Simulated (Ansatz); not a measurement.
# Where the screening charge sits on hcp metals

A metal screens a field with charge at its surface. How far outside the last atoms is its centre, and does that follow the layer spacing?

How it was computed: Ansatz 0.2.0, plane waves with PAW datasets (its set soft_2), PBE. Slabs at bulk places and tabulated experimental lattice constants, with 18 Å of vacuum and a dipole correction, in outer fields E up to 0.1 V/Å of both signs; the induced dipole p gives the thickness p/(ε₀AE) of the equivalent perfect conductor, and half its excess over the distance between the outer atoms is the image plane of either face. The jellium edge lies half a layer spacing outside the last atoms.

The runs side by side:

```
    face  layers  layer spacing (Å)  image plane from the atoms (Å)  from the jellium edge (Å)  work function (eV)
Be(0001)       5               1.79                            1.44                       0.55                5.31
Mg(0001)       5               2.61                            1.93                       0.62                3.73
Sc(0001)       6               2.64                            2.61                       1.29                3.65
Ti(0001)       5               2.34                            2.31                       1.14                4.42
Co(0001)       6               2.04                            1.71                       0.69                4.98
Zn(0001)       5               2.47                            1.53                       0.30                4.03
 Y(0001)       5               2.87                            2.73                       1.30                3.37
Zr(0001)       6               2.57                            2.43                       1.15                4.19
Ru(0001)       9               2.14                            1.81                       0.74                5.07
Cd(0001)       6               2.81                            1.68                       0.28                3.84
Hf(0001)       9               2.53                            2.40                       1.13                4.36
Re(0001)       7               2.23                            1.87                       0.76                5.03
Os(0001)       7               2.16                            1.77                       0.69                5.37
```

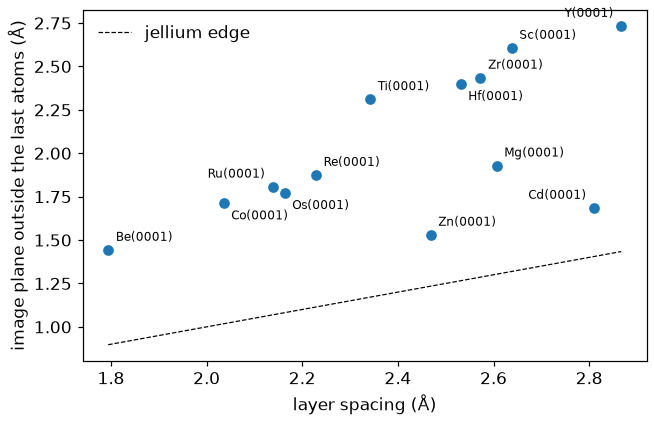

Image plane against layer spacing.

What this shows: The image plane lies 1.44 to 2.73 Å outside the last atoms, nearest on Be(0001) and farthest on Y(0001). A vacuum capacitor between two such faces has an electrical gap shorter than the distance between their atoms by the sum of these two lengths. Across the metals the distance follows the layer spacing loosely (correlation 0.61), though electron density and sp or d character change along with it. Counted from the jellium edge the plane lies +0.28 to +1.30 Å out.

Caveats: The slabs are unrelaxed and thin; work functions of such slabs carry size errors of a tenth of an eV. The table is a selection: not every member that was run is listed.

[Logs are printed without paths, hosts, clocks, repeated set-up lines and the standing remarks that a program may print on its own settings, such as how far it seeks lower states.]
